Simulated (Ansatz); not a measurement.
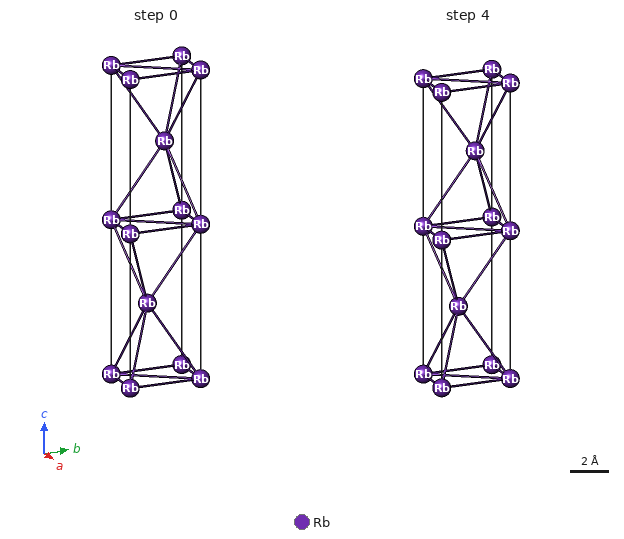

The structure of crystalline Rb (set up in P6_3/mmc) before (left) and after (right) a relaxation, at one scale.

A ball-and-stick model of the cell of the calculation, seen slightly off an axis.

These are results of DFT PBE+D3(BJ), scalar-relativistic, plane waves, PAW in Ansatz 0.2.0, not measurements.

The input:
```yaml
crystal:
  lattice:
    - [5.0887797778, 0.0, 0.0]
    - [-2.5443898889, 4.4070125619, 0.0]
    - [0.0, 0.0, 16.88372588]
  atoms:
    - { symbol: Rb, position: [0.0, 0.0, 0.0] }
    - { symbol: Rb, position: [0.33333333, 0.66666667, 0.75] }
    - { symbol: Rb, position: [0.0, 0.0, 0.5] }
    - { symbol: Rb, position: [0.66666667, 0.33333333, 0.25] }
basis:
  ecutwfc: 420
kpoints:
  mp_grid: { grid: [12, 12, 4] }
hamiltonian:
  xc: pbe
  dispersion: d3bj
scf:
  occupations: { method: gaussian, width: 0.1 }
output:
  forces: true
  stress: true
  eigenvalues: true
  write_density: true
  write_potential: true
  elf: true
  volumetric_format: npy
relax:
  adjacent_minimum: "off"
  f_tol: 0.005
  max_steps: 80
  cell: { stress_tol: 0.05 }
```

Command:
```bash
ansatz run input.yaml --threads 1 --pin off --max-ram 2560MiB --backend cpu --events-out ev --progress --plain --runs-dir out
```

**Describe what moved and what it gained.**

The atoms keep their places relative to the cell (all moves are under 0.005 Å). The volume changes by −9.2 %, with a = b 5.089 → 4.956 Å (−2.6 %), c 16.884 → 16.161 Å (−4.3 %). Some distances before and after: Rb1–Rb2 5.143 → 4.951 Å, Rb1–Rb1 5.089 → 4.956 Å. The space group stays P6_3/mmc (No. 194). After 3 accepted moves (4 points after the start) the energy has fallen by 7.9 meV per atom. All forces vanish by symmetry, so only the cell relaxes. The pressure goes from −0.25 to 0.00 GPa. At 1 point the geometry stayed and the basis and grid were re-selected for the new cell (energy shift of less than 0.05 meV per atom at most each time). The run took 100 s on 1 thread of Arm Neoverse V2, with other jobs on the host, peak memory 0.71 GiB.
